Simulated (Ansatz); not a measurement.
Band-structure calculation of PbS

PbS (Cmcm, 4 atoms in the cell), computed with DFT, r2SCAN, plane waves, PAW, no spin polarisation (Ansatz 0.2.0).

The structure derives from a Materials Project entry. The geometry comes from this level: r2scan-rvv10 (a point of a series of strains). It belongs to a series of runs on one base structure; here: uniaxial_x strain +2.2%.

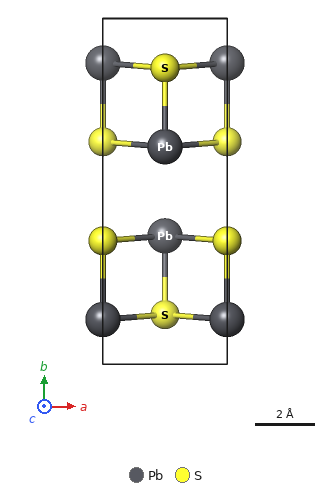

The structure (ball-and-stick view of the cell 2 times as large as that of the calculation, set on its symmetry axes, along the c axis). An atom can appear more than once, as a periodic image.

The input:
```yaml
crystal:
  lattice:
    - [2.1083253776, -5.8692756801, 0.0]
    - [2.1083253776, 5.8692756801, 0.0]
    - [0.0, 0.0, 4.2604423679]
  atoms:
    - { symbol: Pb, position: [0.8710879168, 0.1289120832, 0.75] }
    - { symbol: Pb, position: [0.1289120832, 0.8710879168, 0.25] }
    - { symbol: S, position: [0.6432979777, 0.3567020223, 0.75] }
    - { symbol: S, position: [0.3567020223, 0.6432979777, 0.25] }
kpoints:
  mp_grid: { grid: [6, 6, 6] }
  band_path:
    path:
      - [0.0, 0.0, 0.0]
      - [-0.5, 0.5, 0.0]
      - [-0.2809089673, 0.7190910327, 0.0]
      - [0.2809089673, 0.2809089673, 0.0]
      - [0.0, 0.0, 0.5]
      - [0.2809089673, 0.2809089673, 0.5]
      - [-0.2809089673, 0.7190910327, 0.5]
      - [-0.5, 0.5, 0.5]
      - [0.0, 0.5, 0.0]
      - [-0.5, 0.5, 0.35]
      - [-0.5, -0.5, 0.365885]
      - [-0.5, -0.5, 0.376302]
    npoints: 1
hamiltonian:
  xc: r2scan
scf:
  occupations: { method: fixed }
  n_extra_bands: 5
output:
  forces: true
  stress: true
  eigenvalues: true
  write_density: true
  write_potential: true
  elf: true
  volumetric_format: npy
```

Run as:
```bash
ansatz run input.yaml --threads 4 --pin off --max-ram 4608MiB --backend cpu --events-out ev --progress --plain --runs-dir out
```

Output:
```
scf.n_extra_bands = 5 over 20 filled bands (N_el = 40.0): the run solves 25 bands
Engine: ansatz 0.2.0, aarch64-unknown-linux-gnu
Pseudopotentials: kind: paw
Pseudopotential: Pb, paw, valence charge 14, recommended cutoff 500 eV (meta_gga), Pb.paw.azcp
Pseudopotential: S, paw, valence charge 6, recommended cutoff 500 eV (meta_gga), S.paw.azcp
Functional definition: r2SCAN
  parameter k0 = 0.174
  parameter k1 = 0.065
  parameter a1 = 4.9479
  exchange = r2scan_x(k0 = k0, k1 = k1, a1 = a1)
  correlation = r2scan_c
Crystal: 4 atoms, lattice volume = 105.440 Å³
Basis set: ecut = 500 eV, 2677 PW (Γ), exchange–correlation on 192×192×128 points (64 copies of the dense FFT grid, shifted against one another)
Bands: 25, of which v1, the nominal top of the filled ones, is band 20 counted from 1 (19 counted from 0)
Symmetry: 8 space group operations
Space group: Cmcm (ITA 63), of the structure as read, at distance tolerance 4.7e-5 Å
k-points: 52 of 216
Non-local potential: Pb, projectors of the file, l = 0: 2, l = 1: 2, l = 2: 2, l = 3: 2
Non-local potential: S, projectors of the file, l = 0: 2, l = 1: 2, l = 2: 2
PAW form: soft (Blöchl's): semilocal exchange-correlation on the pseudo side does not see the compensation charge
PAW frozen core: Pb, regenerated for the run's functional (the file was generated under x = pbe(κ = 0.804, μ = 0.2195149727645171), c = pbe(β = 0.06672455060314922))
PAW frozen core: S, regenerated for the run's functional (the file was generated under x = pbe(κ = 0.804, μ = 0.2195149727645171), c = pbe(β = 0.06672455060314922))
PAW one-centre angular grid: Pb, 590 points (default); XC on 160 Gauss nodes
PAW one-centre angular grid: S, 302 points (default); XC on 160 Gauss nodes
Initial density: superposition of atomic densities (neutral atoms: chi_scale 0, normalization atom), corrected by the library's trained network
Initial wavefunctions: pseudopotential atomic-orbital guess
Functional: x = r2scan, c = r2scan; τ floored in thin density (d = 2e-4 eV/Å³)
SCF iter   1: F=—  HF=-25655.895922 eV  |F-HF|=—  |Δ(HF+E_count)|=         —  Δρ=6.22e-3  dr2=2.60e-2  dr2_τ=9.64e-3  ethr=1.77e-3  ⟨swp⟩=4.8  Hψ=5301  notcnv=0  defer=141
preconditioner: auto → Resta (q_TF=auto, 2.321 Å⁻¹)  ε∞=3.3  [insulator: Δε(μ)=1.604 eV  Ē_g=15.099 eV  n_scr=26 (ndim 8)  ℏωp=22.9 eV  f_vac=0.000  ε∞_Penn≈3.3]
SCF iter   2: F=—  HF=-25655.910680 eV  |F-HF|=—  |Δ(HF+E_count)|=   1.48e-2  Δρ=2.88e-3  dr2=6.64e-3  dr2_τ=2.23e-4  ethr=6.50e-5  ⟨swp⟩=2.1  Hψ=2865  notcnv=0  defer=153
SCF iter   3: F=—  HF=-25655.910642 eV  |F-HF|=—  |Δ(HF+E_count)|=   3.87e-5  Δρ=7.61e-4  dr2=4.07e-4  dr2_τ=3.82e-5  ethr=1.66e-5  ⟨swp⟩=3.0  Hψ=2392  notcnv=0  defer=156
SCF iter   4: F=—  HF=-25655.910754 eV  |F-HF|=—  |Δ(HF+E_count)|=   1.13e-4  Δρ=1.87e-4  dr2=3.87e-5  dr2_τ=4.59e-6  ethr=1.02e-6  ⟨swp⟩=2.6  Hψ=2180  notcnv=0  defer=149
SCF iter   5: F=—  HF=-25655.910771 eV  |F-HF|=—  |Δ(HF+E_count)|=   1.64e-5  Δρ=3.96e-5  dr2=1.06e-6  dr2_τ=5.65e-8  ethr=9.68e-8  ⟨swp⟩=2.0  Hψ=1664  notcnv=0  defer=106
SCF iter   6: F=-25655.910772 eV  HF=-25655.910772 eV  |F-HF|=4.08e-8  |Δ(HF+E_count)|=   1.13e-6  Δρ=7.63e-6  dr2=7.72e-8  dr2_τ=8.01e-9  ethr=2.50e-10  ⟨swp⟩=16.4  Hψ=13063  notcnv=0
SCF 1 converged in 6 iterations: F = -25655.910772 eV  dr2 = 7.72e-8
  Residual-converged pass: ⟨swp⟩=1.1  Hψ=1511  notcnv=0  max |occ|·‖R‖ = 7.1e-9 eV (tolerance 1.0e-8 eV)  dr2=7.72e-8  dr2_τ=8.01e-9  dr2_onsite=1.48e-8  max |Δocc| = 0.0e0
  greatest PAW one-centre occupation: 0.981 electrons in one spin orbital (limit 2), on the Pb atom at site 1 (counted from 0), in its partial waves of l = 2
```

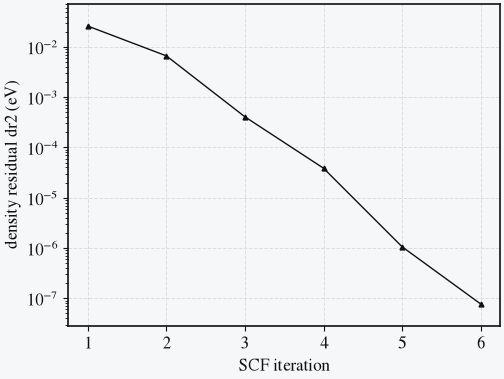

Convergence of the self-consistent field: density residual dr2 against the SCF iteration. The residual falls at every step.

```
NSCF: frozen V_eff on 12 k-points
SCF converged after 6 iterations
Free energy (F): -25655.910772 eV
Harris-Foulkes:  -25655.910772 eV  (|F-HF|=4.08e-8)
Internal energy: -25655.910772 eV  (E = F + TS)
E sigma→0 (E₀):  -25655.910772 eV
Fermi energy:    7.375482 eV
--- Per-component energies (eV) ---
  E_band       = -142.180123
  E_kinetic    = 785.991142
  E_local      = -2495.757177  (includes V_loc(G=0)·N_el)
  E_nonlocal   = 758.513448
  E_hartree    = 974.537093
  E_xc         = -600.450993
  E_vxc        = -478.993890  (∫ρ·V_xc dr)
  E_paw        = -22082.922864  (= ΣΔE_a)
  E_vpaw       = -690.752978  (= ΣTr[D̂ρ^β])
  E_aug_tail   = 0.000040  (compensation charges beyond the density's cutoff)
  E_vtau       = 29.753595  (kinetic-family band-sum trace: ∫τ·v_τ [+ j·A + Jᵃ·Aᵃ] dr)
  E_ewald      = -2997.532933
  E_core_change = 1.711471  (= ΣΔE_core)
  E_smearing   = -0.000000  (= −TS)
  E_closure    = 0.000000  (closes the sum)
  Σ components = -25655.910772   (vs F -25655.910772, Δ=0.00e0)
--- Forces (eV/Å), atoms counted from 1 ---
  atom   1  Pb     0.00000000     0.02595254     0.00000000
  atom   2  Pb     0.00000000    -0.02595254     0.00000000
  atom   3  S      0.00000000    -0.01883270     0.00000000
  atom   4  S      0.00000000     0.01883270     0.00000000
  max |Σ_I F_I| component: 0.00e0 eV/Å
--- Stress (GPa, compression-positive) ---
       -0.941402       0.000000       0.000000
        0.000000       0.867398       0.000000
        0.000000       0.000000      -0.052916
  P = ⅓ Tr σ = -0.0423 GPa (-0.423 kbar)
--- Band table (eV; the first three rows and the last of 52) ---
  k-point 0: bands = ["-9.5890", "-9.4799", "-9.4797", "-9.4710", "-9.4328", "-9.4284", "-9.4227", "-9.4024", "-9.3928", "-9.3426", "-6.0847", "-4.1921", "0.5576", "1.4525", "3.0970", "4.4587", "4.9060", "5.6172", "6.0055", "6.9071", "12.4642", "12.5218", "12.5883", "13.2894", "13.6436"]
  k-point 1: bands = ["-9.5705", "-9.4816", "-9.4797", "-9.4573", "-9.4402", "-9.4378", "-9.4297", "-9.3930", "-9.3873", "-9.3537", "-5.9241", "-4.2135", "0.1568", "1.0899", "3.2626", "4.8604", "5.1148", "5.7919", "6.3210", "6.7541", "11.7113", "11.8431", "12.1084", "12.7114", "12.9117"]
  k-point 2: bands = ["-9.5317", "-9.4851", "-9.4682", "-9.4589", "-9.4581", "-9.4350", "-9.4265", "-9.3839", "-9.3812", "-9.3810", "-5.4756", "-4.3922", "-0.3729", "0.3181", "3.7965", "5.2093", "5.6578", "6.1614", "6.7001", "6.9833", "10.2724", "10.3084", "10.6784", "11.3597", "12.9962"]
  k-point 51: bands = ["-9.5139", "-9.5139", "-9.4523", "-9.4523", "-9.4377", "-9.4377", "-9.3944", "-9.3944", "-9.3933", "-9.3933", "-4.8073", "-4.8073", "-0.7979", "-0.7979", "6.0726", "6.0726", "6.2225", "6.2225", "6.9119", "6.9119", "9.4223", "9.4223", "10.8885", "10.8885", "11.3693"]
```

File bands.tsv:
```
# k_distance	band_0	band_1	band_2	band_3	band_4	band_5	band_6	band_7	band_8	band_9	band_10	band_11	band_12	band_13	band_14	band_15	band_16	band_17	band_18	band_19	band_20	band_21	band_22	band_23	band_24
# fermi_ev = 7.375482
# lock_threshold_ev = 1e-6
# [0, 0, 0] at k_distance = 0.000000
# [-0.5, 0.5, 0] at k_distance = 0.535261
# [-0.2809089673, 0.7190910327, 0] at k_distance = 1.188191
# [0.2809089673, 0.2809089673, 0] at k_distance = 1.754269
# [0, 0, 0.5] at k_distance = 2.869874
# [0.2809089673, 0.2809089673, 0.5] at k_distance = 3.707032
# [-0.2809089673, 0.7190910327, 0.5] at k_distance = 4.273110
# [-0.5, 0.5, 0.5] at k_distance = 4.926040
# [0, 0.5, 0] at k_distance = 6.007917
# [-0.5, 0.5, 0.35] at k_distance = 6.952983
# [-0.5, -0.5, 0.365885] at k_distance = 8.536466
# [-0.5, -0.5, 0.376302] at k_distance = 8.551828
# levels_relative_to = fermi_ev
# free_energy_ev = -25655.910772
# largest_residual_norms_ev = 2.363e-4 2.416e-4 2.091e-4 2.275e-4 2.267e-4 2.258e-4 2.410e-4 2.263e-4 2.325e-4 2.315e-4 8.805e-4 1.118e-3 1.098e-3 8.890e-4 1.851e-3 2.037e-3 1.930e-3 1.925e-3 1.585e-3 1.658e-3 2.091e-3 2.208e-3 2.087e-3 2.877e-3 2.125e-3
0.000000	-16.964460	-16.855355	-16.855176	-16.846486	-16.808240	-16.803845	-16.798136	-16.777851	-16.768323	-16.718116	-13.460214	-11.567562	-6.817923	-5.923026	-4.278499	-2.916830	-2.469441	-1.758313	-1.369970	-0.468381	5.088681	5.146303	5.212836	5.913874	6.268077
0.535261	-16.952250	-16.852581	-16.849979	-16.816305	-16.816165	-16.806471	-16.803089	-16.785651	-16.759108	-16.737952	-13.169065	-12.043950	-7.652859	-5.593181	-2.836509	-2.541245	-1.819922	-1.739423	-1.348813	-0.476435	1.607453	4.725680	5.283135	5.415915	5.944877
1.188191	-16.873179	-16.869974	-16.853898	-16.824171	-16.824104	-16.812621	-16.801748	-16.792080	-16.757235	-16.735842	-12.285224	-12.117940	-8.572261	-7.221007	-2.488401	-1.322509	-1.284080	-1.238213	-0.552013	-0.167192	2.136307	2.292599	2.404354	3.198913	3.974721
1.754269	-16.873179	-16.869974	-16.853898	-16.824171	-16.824104	-16.812621	-16.801748	-16.792080	-16.757235	-16.735842	-12.285224	-12.117940	-8.572261	-7.221007	-2.488401	-1.322509	-1.284080	-1.238213	-0.552013	-0.167192	2.136307	2.292599	2.404354	3.198913	3.974721
2.869874	-16.877321	-16.877321	-16.842511	-16.842511	-16.815197	-16.815197	-16.786630	-16.786630	-16.755423	-16.755423	-12.249081	-12.249081	-7.685294	-7.685294	-2.790145	-2.790145	-1.184225	-1.184225	-0.114210	-0.114210	2.077119	2.077119	3.012919	3.012919	5.662994
3.707032	-16.952628	-16.952628	-16.836326	-16.836326	-16.794969	-16.794969	-16.783401	-16.783401	-16.746135	-16.746135	-11.769500	-11.769500	-7.187638	-7.187638	-4.344036	-4.344036	-2.699830	-2.699830	-1.450254	-1.450254	3.630199	3.630199	6.298579	6.298579	6.764512
4.273110	-16.952628	-16.952628	-16.836326	-16.836326	-16.794969	-16.794969	-16.783401	-16.783401	-16.746135	-16.746135	-11.769500	-11.769500	-7.187638	-7.187638	-4.344036	-4.344036	-2.699830	-2.699830	-1.450254	-1.450254	3.630199	3.630199	6.298579	6.298579	6.764512
4.926040	-16.889397	-16.889397	-16.827770	-16.827770	-16.813202	-16.813202	-16.769894	-16.769894	-16.768777	-16.768777	-12.182815	-12.182815	-8.173350	-8.173350	-1.302843	-1.302843	-1.152960	-1.152960	-0.463631	-0.463631	2.046865	2.046865	3.513041	3.513041	3.993842
6.007917	-16.879482	-16.861185	-16.849307	-16.840127	-16.819386	-16.811314	-16.805914	-16.777891	-16.767452	-16.732860	-12.281385	-12.098242	-8.382637	-7.483409	-2.121931	-2.023666	-1.354808	-1.134915	-0.297713	-0.254216	2.304180	2.315598	2.542474	3.470190	3.648979
6.952983	-16.912707	-16.867794	-16.828867	-16.821152	-16.816935	-16.816370	-16.784983	-16.774388	-16.768358	-16.755072	-12.595078	-11.955164	-8.337646	-7.449387	-1.934958	-1.567840	-1.450730	-1.030947	-0.637439	0.042450	1.603104	2.277851	3.594231	4.180625	4.376151
8.536466	-16.910131	-16.870056	-16.829223	-16.819718	-16.817939	-16.816022	-16.783502	-16.773421	-16.768480	-16.756520	-12.549838	-11.965717	-8.349110	-7.545564	-1.864268	-1.492149	-1.414788	-1.034607	-0.654043	0.058919	1.567877	2.309157	3.532465	4.085383	4.255586
8.551828	-16.908453	-16.871542	-16.829405	-16.818938	-16.818852	-16.815486	-16.782506	-16.772829	-16.768530	-16.757490	-12.519971	-11.974377	-8.353183	-7.606658	-1.817666	-1.442857	-1.391120	-1.040062	-0.664023	0.056144	1.560189	2.324897	3.498539	4.029564	4.179296
```

File rho_z.tsv:
```
# z_ang	rho[e/angstrom^3]
# format = ansatz-planar-average/11
# lattice	2.108325378	-5.869275680	0.000000000
# lattice	2.108325378	5.869275680	0.000000000
# lattice	0.000000000	0.000000000	4.260442368
# sites	4
# site	82	2.108325378	-4.356034571	3.195331776
# site	82	2.108325378	4.356034571	1.065110592
# site	16	2.108325378	-1.682110671	3.195331776
# site	16	2.108325378	1.682110671	1.065110592
0.000000	1.744148e-1
0.133139	1.862874e-1
0.266278	2.227978e-1
0.399416	2.839132e-1
0.532555	3.643640e-1
0.665694	4.529251e-1
0.798833	5.349592e-1
0.931972	5.943199e-1
1.065111	6.162347e-1
1.198249	5.943199e-1
1.331388	5.349592e-1
1.464527	4.529251e-1
1.597666	3.643640e-1
1.730805	2.839132e-1
1.863944	2.227978e-1
1.997082	1.862874e-1
2.130221	1.744148e-1
2.263360	1.862874e-1
2.396499	2.227978e-1
2.529638	2.839132e-1
2.662776	3.643640e-1
2.795915	4.529251e-1
2.929054	5.349592e-1
3.062193	5.943199e-1
3.195332	6.162347e-1
3.328471	5.943199e-1
3.461609	5.349592e-1
3.594748	4.529251e-1
3.727887	3.643640e-1
3.861026	2.839132e-1
3.994165	2.227978e-1
4.127304	1.862874e-1
```

File v_z.tsv:
```
# z_ang	v_es[eV]	v_tot[eV]
# format = ansatz-planar-average/11
# xc	r2scan
# density_cutoff_ev	2000
# datasets	Pb=:simpson_from_first_knot:soft:shift=0	S=:simpson_from_first_knot:soft:shift=0
# lattice	2.108325378	-5.869275680	0.000000000
# lattice	2.108325378	5.869275680	0.000000000
# lattice	0.000000000	0.000000000	4.260442368
# sites	4
# site	82	2.108325378	-4.356034571	3.195331776
# site	82	2.108325378	4.356034571	1.065110592
# site	16	2.108325378	-1.682110671	3.195331776
# site	16	2.108325378	1.682110671	1.065110592
0.000000	8.477751e0	-4.092487e-1
0.133139	8.049015e0	-9.418472e-1
0.266278	6.904427e0	-2.362896e0
0.399416	5.349023e0	-4.312752e0
0.532555	3.791827e0	-6.392267e0
0.665694	2.584955e0	-8.140151e0
0.798833	1.841999e0	-9.318452e0
0.931972	1.478060e0	-9.959539e0
1.065111	1.372051e0	-1.014790e1
1.198249	1.478060e0	-9.959539e0
1.331388	1.841999e0	-9.318452e0
1.464527	2.584955e0	-8.140151e0
1.597666	3.791827e0	-6.392267e0
1.730805	5.349023e0	-4.312752e0
1.863944	6.904427e0	-2.362896e0
1.997082	8.049015e0	-9.418472e-1
2.130221	8.477751e0	-4.092487e-1
2.263360	8.049015e0	-9.418472e-1
2.396499	6.904427e0	-2.362896e0
2.529638	5.349023e0	-4.312752e0
2.662776	3.791827e0	-6.392267e0
2.795915	2.584955e0	-8.140151e0
2.929054	1.841999e0	-9.318452e0
3.062193	1.478060e0	-9.959539e0
3.195332	1.372051e0	-1.014790e1
3.328471	1.478060e0	-9.959539e0
3.461609	1.841999e0	-9.318452e0
3.594748	2.584955e0	-8.140151e0
3.727887	3.791827e0	-6.392267e0
3.861026	5.349023e0	-4.312752e0
3.994165	6.904427e0	-2.362896e0
4.127304	8.049015e0	-9.418472e-1
```

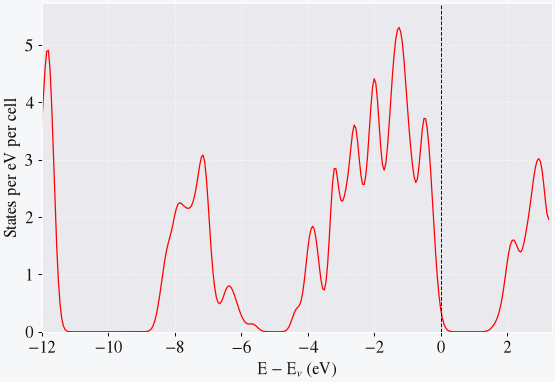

Density of states (the curve is built from the levels of the k mesh with Gaussians 0.3 eV wide, which also blur the band edges), with energies from the valence-band top. There is a gap of 1.61 eV on the k-point mesh. Small ripples come from the finite k-point mesh.

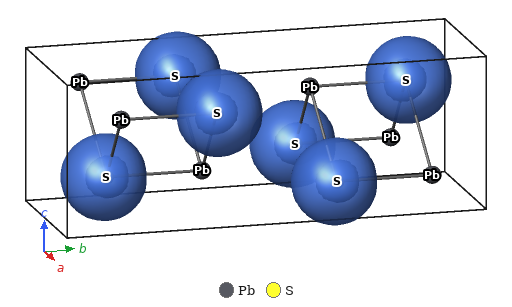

Isosurface of the ELF at 0.75 (blue), seen slightly off an axis. Only the valence region is drawn (cores and ρ < 0.01 e/Å³ removed). Sticks mark near contacts. The outline is the cell set on symmetry axes. Along the contacts the grid gives the following. Pb–S (2.67 Å): the ELF peaks at about 0.85 in the valence shell of S, 0.8 Å from its nucleus, and drops to about 0.25 between the two atoms. Pb–S (3.00 Å): the ELF peaks at about 0.85 in the valence shell of S, 0.8 Å from its nucleus, and drops to about 0.20 between the two atoms. Core electrons are frozen (PAW), so the fields are smoothed inside the atomic spheres.

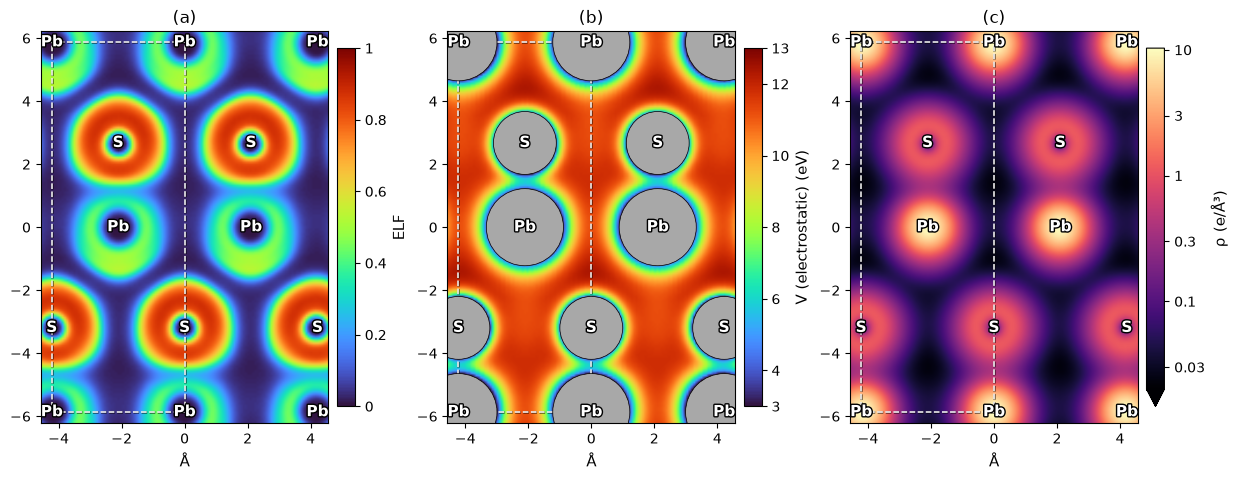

(a) ELF; (b) electrostatic potential energy of an electron; (c) valence electron density on the (001) plane of the conventional cell. Grey discs, where drawn, cover atomic cores. Atoms in the plane: Pb and S. Pb–S (2.67 Å): ρ at the midpoint is about 0.39 e/Å³; the ELF peaks at about 0.85 in the valence shell of S, 0.8 Å from its nucleus, and drops to about 0.25 between the two atoms. Away from the nuclei the density in this plane falls to 0.02 e/Å³ at its lowest. Outside the cores the potential energy rises away from the atoms and is highest about 1.8 Å from the nearest atoms; outside the discs it spans about 9 eV, and its zero is arbitrary.

Summary:

- outcome: converged
- space group (tolerance 0.01 Å): Cmcm (63)
- electrons treated: 40
- free energy: −25655.9108 eV
- Fermi energy: 7.375 eV
- gap on the k-point mesh: 1.61 eV
- pressure: −0.04 GPa
- largest force (length of the vector): 0.026 eV/Å
- hardware: 4 threads of Arm Neoverse V1, 24 GiB of memory available, shared host
- wall time: 7.8 s (CPU time 30 s)
- peak memory: 0.83 GiB

Remarks:

Spin–orbit coupling is left out, which matters for Pb.
